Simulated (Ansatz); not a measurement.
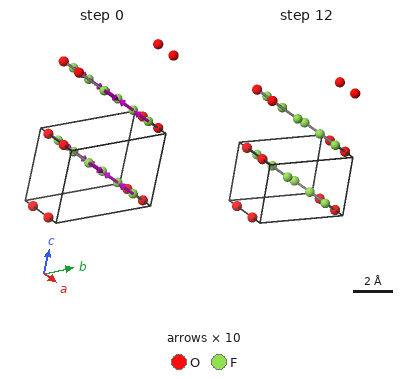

The structure of solid OF$_{2}$ (built on the SiS2-72 type type) before (left) and after (right) a relaxation, at one scale. The purple arrows give the displacements (the part carried along by the change of the cell is left out), magnified 10 times.

The picture is a ball-and-stick view of the reduced cell, repeated 1 × 1 × 2 with one cell outlined, seen slightly off an axis. Lengths and directions refer to the drawn axes.

Theory: Ansatz 0.2.0, DFT, r2SCAN+rVV10, plane waves, PAW.

The input:
```yaml
crystal:
  lattice:
    - [-2.7572342859, 3.5898178143, 2.4747175611]
    - [2.7572342859, -3.5898178143, 2.4747175611]
    - [2.7572342859, 3.5898178143, -2.4747175611]
  atoms:
    - { symbol: O, position: [0.75, 0.75, 0.0] }
    - { symbol: O, position: [0.25, 0.25, 0.0] }
    - { symbol: F, position: [0.9999999359, 0.7790654691, 0.779065405] }
    - { symbol: F, position: [6.41e-08, 0.2209345309, 0.220934595] }
    - { symbol: F, position: [0.5000000641, 0.2790654691, 0.7790655331] }
    - { symbol: F, position: [0.4999999359, 0.7209345309, 0.2209344669] }
kpoints:
  mp_grid: { grid: [6, 6, 6] }
hamiltonian:
  xc: r2scan
  dispersion: rvv10
scf:
  occupations: { method: fermi_dirac, width: 0.03 }
relax:
  f_tol: 0.01
  cell: {}
  max_steps: 120
output:
  write_density: true
  write_potential: true
  elf: true
  volumetric_format: npy
```

Run as
```bash
ansatz run input.yaml --threads 2 --pin off --max-ram 2211MiB --backend cpu --events-out ev --progress --plain --runs-dir out
```

Describe what moved and what it gained.

Answer. Over 10 accepted moves (12 points after the start) the energy falls by 25.5 meV per atom. Largest force component: 0.062 eV/Å at the start, 0.00019 eV/Å at the end. Pressure: −0.45 GPa at the start and 0.00 GPa at the end. The SCF was repeated twice at an unchanged geometry on a basis and grid sized afresh for the cell, which shifted the energy by 3.1 meV per atom at most. The largest moves relative to the cell, 0.10 Å, are those of F3, F4, F5 and F6. F5 goes along [0 1 −1]. O stays in place. Cell: a 4.949 → 4.935 Å (−0.3 %), b = c 5.159 → 4.526 Å (−12.3 %), α 64.6° → 68.1°, β 61.3° → 57.0°, γ 61.3° → 57.0°. Volume −27.9 %. The space group stays Cmmm (No. 65). Cost: 2.1 min on 2 threads of Arm Neoverse V2 (shared host), peak memory 0.85 GiB.
